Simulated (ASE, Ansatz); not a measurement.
# Convergence of a linear-scaling basis for C(111) slab, H on the bottom face (189 atoms)

Wanted: errors and times of a linear-scaling basis for C(111) slab, H on the bottom face (189 atoms). A setting counts as converged where the r.m.s. difference of forces stays under 1 % of the r.m.s. force.

Program: Ansatz 0.2.0. Level of theory: Kohn-Sham DFT, PBEsol, PAW (set soft_2), plane waves. Results are calculated unless marked as measured.

### 1. Starting point

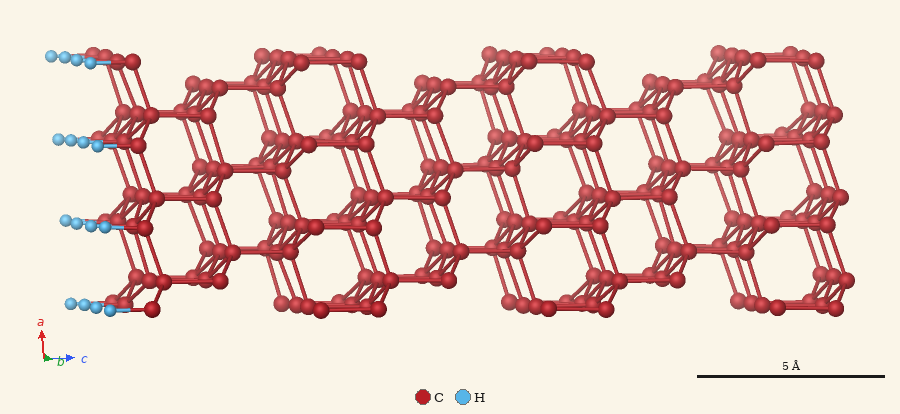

The starting structure, seen from the side, with the c axis across the page (carbon red, hydrogen blue). Bonds to atoms that aren't drawn are left out. Some periodic images of atoms are drawn too.

The cell holds 189 atoms: 180 C and 9 H. Its edges and angles: a = 7.567 Å, b = 7.567 Å, c = 32.140 Å, α = 90.0°, β = 90.0°, γ = 120.0°. It derives from C (diamond-structure). Diamond-structure C (a = 3.567 Å), (111) slab of 20 atomic planes, 3 x 3 surface cells, H on the broken bonds of the bottom face, 12 Å of vacuum; displaced by a Gaussian of 0.02 Å. Regions: slab, 180 atoms (180 C); hydrogen, 9 atoms (9 H). Vacuum lies along c.

What the set-up can't give: Beside vacuum, support functions can miss their usual error bounds without a warning. The main run has no spin polarisation, so any moments at edges, vacancies or dangling bonds can't form in it. The electron count is odd and the run has no spin polarisation, so levels at the top are partly filled by construction. The Brillouin zone is sampled at Γ only, in a cell whose shortest periodic width is 7 Å.

### 2. Plane-wave single point

This run is the reference for what follows, at a cutoff of 420 eV.

Input file input.yaml:

```yaml
crystal:
  lattice:
    - [7.56675, 0.0, 0.0]
    - [-3.78337, 6.553, 0.0]
    - [0.0, 0.0, 32.13953]
  atoms:
    - { symbol: C, position: [0.44636, 0.89411, 0.23641] }
    - { symbol: C, position: [0.33013, 0.99984, 0.22105] }
    - { symbol: C, position: [0.22441, 0.78093, 0.30053] }
    - { symbol: C, position: [0.44432, 0.89064, 0.28445] }
    - { symbol: C, position: [0.33256, 0.00113, 0.36522] }
    - { symbol: C, position: [0.22723, 0.78237, 0.3492] }
    - { symbol: C, position: [0.44776, 0.89072, 0.4294] }
    - { symbol: C, position: [0.32868, 0.99877, 0.41391] }
    - { symbol: C, position: [0.22606, 0.7832, 0.49302] }
    - { symbol: C, position: [0.44608, 0.89189, 0.47743] }
    - { symbol: C, position: [0.33353, 0.99867, 0.55741] }
    - { symbol: C, position: [0.22756, 0.78049, 0.54106] }
    - { symbol: C, position: [0.44091, 0.88667, 0.62103] }
    - { symbol: C, position: [0.33373, 0.99915, 0.60503] }
    - { symbol: C, position: [0.22365, 0.77959, 0.68508] }
    - { symbol: C, position: [0.44706, 0.89072, 0.66871] }
    - { symbol: C, position: [0.33374, 0.99974, 0.74943] }
    - { symbol: C, position: [0.21864, 0.77479, 0.73351] }
    - { symbol: C, position: [0.44297, 0.89329, 0.81292] }
    - { symbol: C, position: [0.33473, 0.00233, 0.79636] }
    - { symbol: C, position: [0.44706, 0.55483, 0.23604] }
    - { symbol: C, position: [0.33014, 0.66809, 0.22251] }
    - { symbol: C, position: [0.2203, 0.44697, 0.30106] }
    - { symbol: C, position: [0.4436, 0.55545, 0.2847] }
    - { symbol: C, position: [0.32969, 0.66847, 0.36488] }
    - { symbol: C, position: [0.21554, 0.44233, 0.34891] }
    - { symbol: C, position: [0.43907, 0.5567, 0.42857] }
    - { symbol: C, position: [0.33482, 0.66219, 0.41245] }
    - { symbol: C, position: [0.2232, 0.44386, 0.49288] }
    - { symbol: C, position: [0.4429, 0.54686, 0.47654] }
    - { symbol: C, position: [0.33452, 0.6643, 0.55674] }
    - { symbol: C, position: [0.22247, 0.45069, 0.54034] }
    [... 151 atom lines left out ...]
    - { symbol: H, position: [0.33196, 0.32897, 0.1858] }
    - { symbol: H, position: [0.66909, 0.6696, 0.18576] }
    - { symbol: H, position: [0.99845, 0.00238, 0.18614] }
    - { symbol: H, position: [0.66814, 0.3357, 0.18632] }
    - { symbol: H, position: [0.0015, 0.66737, 0.18557] }
    - { symbol: H, position: [0.0035, 0.3355, 0.18675] }
kpoints:
  mp_grid: { grid: [1, 1, 1] }
hamiltonian:
  xc: pbesol
scf:
  occupations: { method: gaussian, width: 0.05 }
output:
  forces: true
  populations: true
  dos:
    method: { smearing: { sigma: 0.1 } }
    de: 0.1
    projected:
      site_lists:
        C: [C]
        H: [H]
        hydrogen: [180, 181, 182, 183, 184, 185, 186, 187, 188]
  eigenvalues: true
  write_density: true
  write_potential: true
  volumetric_format: npy
```

Launch:

```
> ansatz run input.yaml --threads 8 --pin off --max-ram 15872MiB --backend cpu --events-out ev --progress --plain --runs-dir out
```

Numbers of over 12 decimals in the logs are rounded to 6 here.

What it wrote:

```text
Engine: ansatz 0.2.0, x86_64-unknown-linux-gnu
Pseudopotentials: kind: paw
Pseudopotential: C, paw, valence charge 4, recommended cutoff 420 eV (normal), C.paw.azcp
Pseudopotential: H, paw, valence charge 1, recommended cutoff 420 eV (normal), H.paw.azcp
[... 3 lines on functional and potentials left out ...]
Crystal: 189 atoms, lattice volume = 1593.636 Å³
Basis set: ecut = 420 eV, 31199 PW (Γ), exchange–correlation on 108×108×432 points (8 copies of the dense FFT grid, shifted against one another)
Bands: 554, of which v1, the nominal top of the filled ones, is band 365 counted from 1 (364 counted from 0)
Symmetry: 1 space group operations
Space group: P1 (ITA 1), of the structure as read, at distance tolerance 1.2e-4 Å
k-points: 1
[... 6 lines on functional and potentials left out ...]
Initial density: superposition of atomic densities (neutral atoms: chi_scale 0, normalization atom), corrected by the library's trained network
Initial wavefunctions: pseudopotential atomic-orbital guess
Functional: x = pbesol(κ = 0.804, μ = 0.123457), c = pbesol(β = 0.046)
SCF iter   1: F=—  HF=-44493.400704 eV  |F-HF|=—  |Δ(HF+E_count)|=         —  Δρ=3.08e-2  dr2=4.38e2  ethr=1.77e-3  ⟨swp⟩=8.0  Hψ=2800  notcnv=0  defer=155
preconditioner: auto → LDOS  [metal: Δε(μ)=0.028 eV  Ē_g=16.172 eV  σ=0.050 eV  W_gap=0.30  n_scr=354 (ndim 8)  ℏωp=25.1 eV  f_vac=0.305  D(μ)=70.15/eV (n_scr^D=610)  β→1.0]
SCF iter   2: F=—  HF=-44490.847408 eV  |F-HF|=—  |Δ(HF+E_count)|=    2.55e0  Δρ=2.78e-2  dr2=2.37e1  ethr=1.77e-3  ⟨swp⟩=3.0  Hψ=646  notcnv=0  defer=178
SCF iter   3: F=—  HF=-44489.381662 eV  |F-HF|=—  |Δ(HF+E_count)|=    1.47e0  Δρ=1.23e-2  dr2=5.18e0  ethr=1.77e-3  ⟨swp⟩=2.0  Hψ=380  notcnv=0  defer=178
SCF iter   4: F=—  HF=-44489.423727 eV  |F-HF|=—  |Δ(HF+E_count)|=   4.21e-2  Δρ=1.03e-2  dr2=8.90e0  ethr=7.11e-4  ⟨swp⟩=2.0  Hψ=640  notcnv=0  defer=178
SCF iter   5: F=—  HF=-44489.348503 eV  |F-HF|=—  |Δ(HF+E_count)|=   7.52e-2  Δρ=6.00e-3  dr2=1.82e0  ethr=7.11e-4  ⟨swp⟩=2.0  Hψ=377  notcnv=0  defer=178
SCF iter   6: F=—  HF=-44489.528105 eV  |F-HF|=—  |Δ(HF+E_count)|=   1.80e-1  Δρ=1.33e-2  dr2=7.63e1  ethr=2.50e-4  ⟨swp⟩=2.0  Hψ=412  notcnv=0  defer=178  recentre
SCF iter   7: F=—  HF=-44489.343819 eV  |F-HF|=—  |Δ(HF+E_count)|=   1.84e-1  Δρ=9.40e-3  dr2=3.37e0  ethr=2.50e-4  ⟨swp⟩=2.0  Hψ=639  notcnv=0  defer=178
SCF iter   8: F=—  HF=-44489.346332 eV  |F-HF|=—  |Δ(HF+E_count)|=   2.51e-3  Δρ=6.19e-3  dr2=1.94e0  ethr=2.50e-4  ⟨swp⟩=2.0  Hψ=616  notcnv=0  defer=178
SCF iter   9: F=—  HF=-44489.336113 eV  |F-HF|=—  |Δ(HF+E_count)|=   1.02e-2  Δρ=7.91e-3  dr2=2.45e0  ethr=2.50e-4  ⟨swp⟩=2.0  Hψ=639  notcnv=0  defer=178
SCF iter  10: F=—  HF=-44489.298920 eV  |F-HF|=—  |Δ(HF+E_count)|=   3.72e-2  Δρ=2.54e-3  dr2=5.63e-1  ethr=2.50e-4  ⟨swp⟩=2.0  Hψ=377  notcnv=0  defer=178
[...]
SCF iter  31: F=—  HF=-44489.205506 eV  |F-HF|=—  |Δ(HF+E_count)|=   6.02e-7  Δρ=1.50e-5  dr2=4.95e-6  ethr=1.23e-9  ⟨swp⟩=2.0  Hψ=482  notcnv=0  defer=178
SCF iter  32: F=—  HF=-44489.205507 eV  |F-HF|=—  |Δ(HF+E_count)|=   3.58e-7  Δρ=1.18e-5  dr2=2.94e-6  ethr=6.79e-10  ⟨swp⟩=2.0  Hψ=514  notcnv=0  defer=178
SCF iter  33: F=—  HF=-44489.205508 eV  |F-HF|=—  |Δ(HF+E_count)|=   1.06e-6  Δρ=9.48e-6  dr2=1.97e-6  ethr=4.03e-10  ⟨swp⟩=2.0  Hψ=742  notcnv=0  defer=178
SCF iter  34: F=—  HF=-44489.205509 eV  |F-HF|=—  |Δ(HF+E_count)|=   7.53e-7  Δρ=7.93e-6  dr2=1.44e-6  ethr=2.70e-10  ⟨swp⟩=2.0  Hψ=472  notcnv=0  defer=178
SCF iter  35: F=—  HF=-44489.205509 eV  |F-HF|=—  |Δ(HF+E_count)|=   4.44e-7  Δρ=5.62e-6  dr2=7.94e-7  ethr=1.98e-10  ⟨swp⟩=2.0  Hψ=395  notcnv=0  defer=178
SCF iter  36: F=—  HF=-44489.205509 eV  |F-HF|=—  |Δ(HF+E_count)|=   7.70e-8  Δρ=4.07e-6  dr2=3.91e-7  ethr=1.09e-10  ⟨swp⟩=2.0  Hψ=655  notcnv=0  defer=178
SCF iter  37: F=—  HF=-44489.205509 eV  |F-HF|=—  |Δ(HF+E_count)|=   4.86e-7  Δρ=3.35e-6  dr2=2.61e-7  ethr=5.37e-11  ⟨swp⟩=2.0  Hψ=507  notcnv=0  defer=178
SCF iter  38: F=—  HF=-44489.205510 eV  |F-HF|=—  |Δ(HF+E_count)|=   3.53e-7  Δρ=2.83e-6  dr2=1.93e-7  ethr=3.58e-11  ⟨swp⟩=2.0  Hψ=522  notcnv=0  defer=178
SCF iter  39: F=—  HF=-44489.205510 eV  |F-HF|=—  |Δ(HF+E_count)|=   9.30e-8  Δρ=2.23e-6  dr2=1.24e-7  ethr=2.65e-11  ⟨swp⟩=2.0  Hψ=497  notcnv=0  defer=178
SCF iter  40: F=-44489.205510 eV  HF=-44489.205510 eV  |F-HF|=3.56e-8  |Δ(HF+E_count)|=   2.54e-9  Δρ=1.74e-6  dr2=7.98e-8  ethr=1.37e-11  ⟨swp⟩=29.0  Hψ=6522  notcnv=0
SCF 1 converged in 40 iterations: F = -44489.205510 eV  dr2 = 7.98e-8
  greatest PAW one-centre occupation: 0.650 electrons in one spin orbital (limit 2), on the C atom at site 58 (counted from 0), in its partial waves of l = 0
WARN: The output density's exchange-correlation potential varies sharply where the density is thin. Do not read a vacuum level from v_tot or v_xc, or from such a field of the output density. On a cell that repeats whose density bears no net charge and no dipole along the vacuum's axis use v_es (v_loc + v_h of the components); [...]
SCF converged after 40 iterations
Free energy (F): -44489.205510 eV
Harris-Foulkes:  -44489.205510 eV  (|F-HF|=3.56e-8)
Internal energy: -44489.052634 eV  (E = F + TS)
E sigma→0 (E₀):  -44489.129072 eV
Entropy (-TS):   -0.152876 eV (-0.809 meV/atom)
Fermi energy:    7.653521 eV
--- Per-component energies (eV) ---
  E_band       = -1471.950914
  E_kinetic    = 16718.159887
  E_local      = -654536.525275  (includes V_loc(G=0)·N_el)
  E_nonlocal   = 4811.157807
  E_hartree    = 321838.281026
  E_xc         = -8755.052870
  E_vxc        = -10903.602007  (∫ρ·V_xc dr)
  E_paw        = -17173.176700  (= ΣΔE_a)
  E_vpaw       = -1237.672013  (= ΣTr[D̂ρ^β])
  E_aug_tail   = -0.010018  (compensation charges beyond the density's cutoff)
  E_ewald      = 292604.315419
  E_core_change = 3.798091  (= ΣΔE_core)
  E_smearing   = -0.152876  (= −TS)
  E_closure    = -0.000000  (closes the sum)
  Σ components = -44489.205510   (vs F -44489.205510, Δ=0.00e0)
--- Forces (eV/Å), atoms counted from 1 ---
  atom   1  C     -0.67042543    -1.29115605     0.07822085
  atom   2  C      0.58884786     0.64328669     1.79965601
  atom   3  C     -0.34126651    -0.56519392    -0.44017542
  atom   4  C      0.29602753    -0.24796338     0.12139706
  atom   5  C      1.01144559    -0.01873872     0.22756245
  atom   6  C     -1.46248340    -0.69747776    -0.54577887
  atom   7  C     -0.64800402    -0.43883916    -0.44406825
  atom   8  C      2.00776884    -0.13266849    -0.90109679
  atom   9  C     -0.10442198    -1.33336096     0.35411268
  atom  10  C      0.01790871    -0.85525867    -0.16715482
  atom  11  C      0.15269286     0.82186610     0.06873443
  atom  12  C     -0.86378146    -0.55045321     0.04032405
  atom  13  C      1.07227776     0.63050779    -0.46393484
  atom  14  C     -0.70985212    -0.30250772     0.79891687
[...]
atom 188  H     -0.27901998    -0.00761977    -0.14077037
  atom 189  H      0.06368229    -0.13396868    -0.26034868
  max |Σ_I F_I| component: 2.45e-4 eV/Å
--- Band table (eV) ---
  k-point 0: bands = ["-14.8843", "-14.5560", "-14.2013", "-13.6939", [... 538 levels ...], "16.2950", "16.3462", "16.3774", "16.4225", "16.4632", "16.4901", "16.5182", "16.5593", "16.5804", "16.6497", "16.7524", "16.7804"]
--- Löwdin populations: 189 sites ---
  site symbol       q [e]
     0      C      3.9586
     1      C      4.1482
     2      C      3.9906
[...]
188      H      0.8418
  spilling = 0.003832 (of n_electrons = 729.000000)
```

The job ended after 43 s (8 threads of Intel Xeon Platinum 8259CL at 2.50GHz (Skylake/Cascade Lake), shared host; peak memory 2.6 GiB; 5.1 min of CPU time).

The column dr2 measures how far the density is from self-consistency, as an energy; F and HF (Harris–Foulkes) agree once it is small.

The program notes that the exchange-correlation potential is rough where the density is thin.

The run gave:

| Property | Result |
| --- | --- |
| free energy | -44489.2055 eV |
| free energy per atom | -235.3926 eV/atom |
| SCF cycles | 40 |
| r.m.s. force component | 1.248 eV/Å |
| longest force | 5.292 eV/Å |
| Fermi energy | 7.654 eV |
| levels partly filled by over 2 per cent | 7 |
| spilling of the projection | 0.003832 |

Neighbours are counted within 1.85 Å (C-C), 1.34 Å (C-H).

Length of the force by element and coordination:

| element | coordination | atoms | mean length of the force (eV/Å) | spread | least | most |
| --- | --- | --- | --- | --- | --- | --- |
| C | all | 180 | 1.93 | 1.08 | 0.097 | 5.29 |
| C | 3 | 9 | 4.21 | 0.183 | 3.88 | 4.52 |
| C | 4 | 171 | 1.81 | 0.972 | 0.097 | 5.29 |
| H | all | 9 | 0.507 | 0.339 | 0.116 | 1.12 |

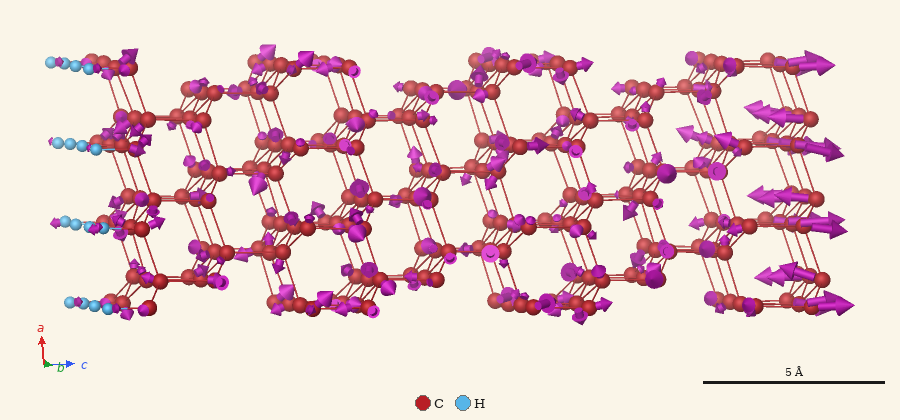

Forces as arrows; the longest in the cell is 5.29 eV/Å. Bonds to atoms that aren't drawn are left out. Some periodic images of atoms are drawn too.

Löwdin charges by element and coordination (they lack the spilled electrons, 0.015 e an atom on average):

| element | coordination | atoms | mean charge (e) | spread | least | most |
| --- | --- | --- | --- | --- | --- | --- |
| C | all | 180 | 0.0077 | 0.0344 | -0.148 | 0.0532 |
| C | 3 | 9 | 0.0136 | 0.0176 | -0.0167 | 0.0419 |
| C | 4 | 171 | 0.0074 | 0.035 | -0.148 | 0.0532 |
| H | all | 9 | 0.157 | 0.0108 | 0.135 | 0.171 |

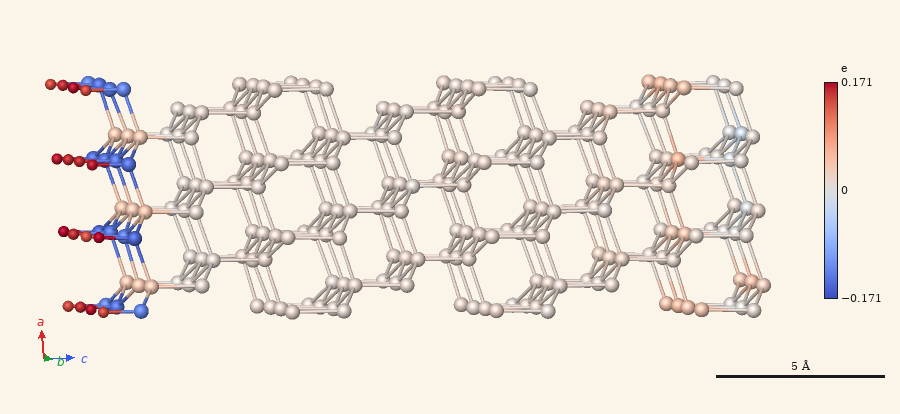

Atoms coloured by Löwdin charge. Bonds to atoms that aren't drawn are left out. Some periodic images of atoms are drawn too.

By region:

| region | atoms | mean length of the force (eV/Å) |
| --- | --- | --- |
| slab | 180 | 1.93 |
| hydrogen | 9 | 0.507 |

States in the cell by windows of 1 eV, zero at the Fermi level; the larger projections on atomic orbitals stand beside the total:

| from (eV) | to (eV) | total | C p | C s |
| --- | --- | --- | --- | --- |
| -10 | -9 | 47.4 | 38.9 | 7.9 |
| -9 | -8 | 37.2 | 30.2 | 6.2 |
| -8 | -7 | 33.9 | 27.2 | 6.2 |
| -7 | -6 | 81.3 | 78.5 | 1.4 |
| -6 | -5 | 56.2 | 53.5 | 1.4 |
| -5 | -4 | 38.7 | 36.9 | 1.1 |
| -4 | -3 | 67.9 | 66.1 | 1.0 |
| -3 | -2 | 17.1 | 16.8 | 0.1 |
| -2 | -1 | 12.8 | 12.6 | 0.0 |
| -1 | 0 | 14.9 | 13.4 | 1.3 |
| 0 | 1 | 8.3 | 7.3 | 0.9 |
| 1 | 2 | 0.0 | 0.0 | 0.0 |
| 2 | 3 | 4.2 | 1.6 | 1.0 |
| 3 | 4 | 25.9 | 13.6 | 9.7 |
| 4 | 5 | 42.1 | 21.4 | 8.9 |

Between -23 and -10 eV lie 322 more states.

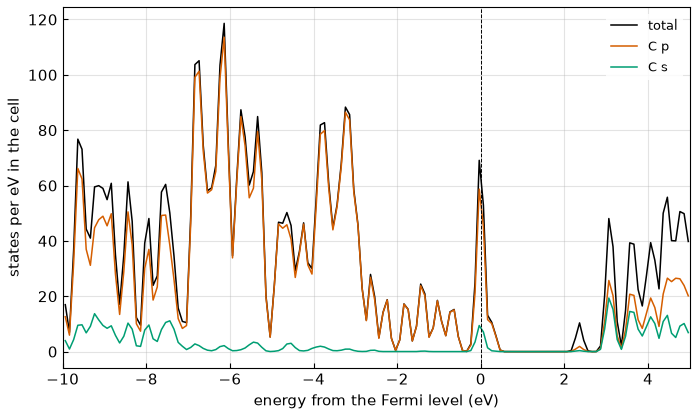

Total and projected density of states, with the broadening of the input.

The levels nearest the highest filled one (over half full), pooled over k-points and spins:

| level less the highest filled one (eV) | occupation |
| --- | --- |
| -0.619 | 2 |
| -0.0867 | 1.99 |
| -0.019 | 1.61 |
| -0.015 | 1.54 |
| -0.0015 | 1.28 |
| 0 | 1.25 |
| 0.0242 | 0.714 |
| 0.0377 | 0.455 |
| 0.0614 | 0.156 |
| 0.289 | 0 |
| 2.37 | 0 |
| 3.04 | 0 |

Planar average of the electrostatic potential energy along the normal, with the Fermi level as zero, after a running mean with a triangular window 4 Å wide at its base:

| height (Å) | potential energy (eV) |
| --- | --- |
| 0.0 | 4.33 |
| 1.3 | 3.93 |
| 2.5 | 3.57 |
| 3.9 | 3.04 |
| 5.1 | 1.24 |
| 6.4 | -6.13 |
| 7.7 | -11.62 |
| 8.9 | -11.90 |
| 10.3 | -11.91 |
| 11.5 | -12.10 |
| 12.8 | -12.20 |
| 14.1 | -12.17 |
| 15.3 | -12.24 |
| 16.7 | -12.41 |
| 17.9 | -12.39 |
| 19.2 | -12.28 |
| 20.5 | -12.31 |
| 21.7 | -12.30 |
| 23.1 | -12.16 |
| 24.3 | -11.81 |
| 25.6 | -10.37 |
| 26.9 | -2.51 |
| 28.1 | 4.35 |
| 29.5 | 5.12 |
| 30.7 | 4.78 |
| 32.0 | 4.38 |

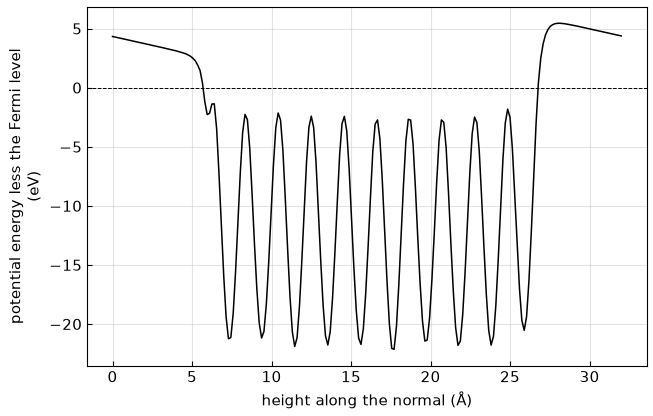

Planar average of the electrostatic potential energy; the dashed line is the Fermi level.

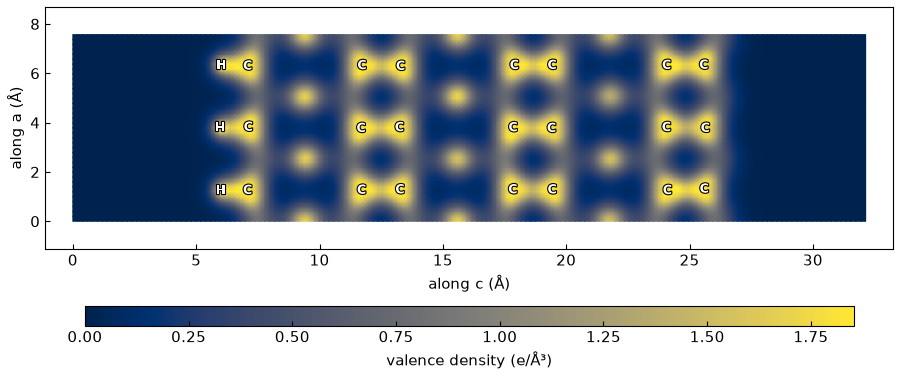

Valence density in the ca plane at fractional y = 0.001, with atoms of C and H within 0.2 Å of it. It is the smooth field of the valence electrons, not physical close to the nuclei. The map starts off the cell's origin, so that atoms lie inside it.

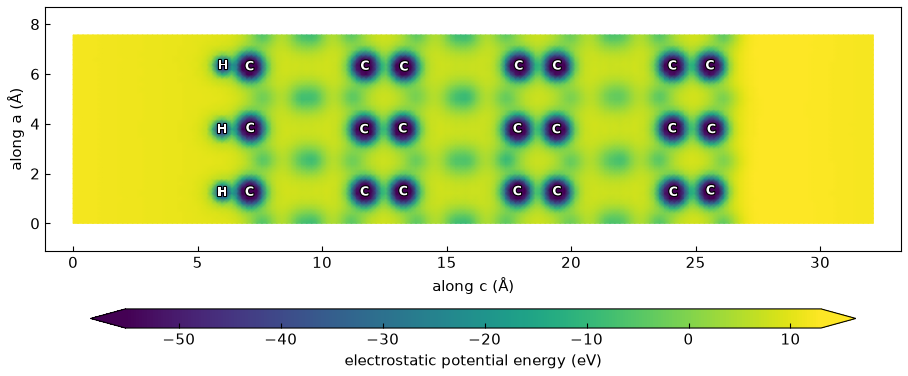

Electrostatic potential energy in the ca plane at fractional y = 0.001, with atoms of C and H within 0.2 Å of it. With pseudopotentials it is smooth inside the atoms' cores, unlike the true potential. The map starts off the cell's origin, so that atoms lie inside it.

Mean Löwdin charges: C +0.01, H +0.16 e (they miss 0.38 % of the electrons, so they add up to more than the cell's charge). Charges this small depend on the projection, at times even in sign. Within 0.4 eV of the Fermi level the largest share is C p (87 % of the projected weight). The potential slopes across the vacuum by 0.30 eV/Å: the slab bears a dipole, and with periodic images along the normal there is no flat vacuum level to read.

[end of part 1 of 2]

[Logs are printed without paths, hosts, clocks, repeated set-up lines and the standing remarks that a program may print on its own settings, such as how far it seeks lower states.]

[Hosts, paths, dates, database ids (printed as entryN), source tags and the programs' standing remarks are cut or masked in the printed files.]
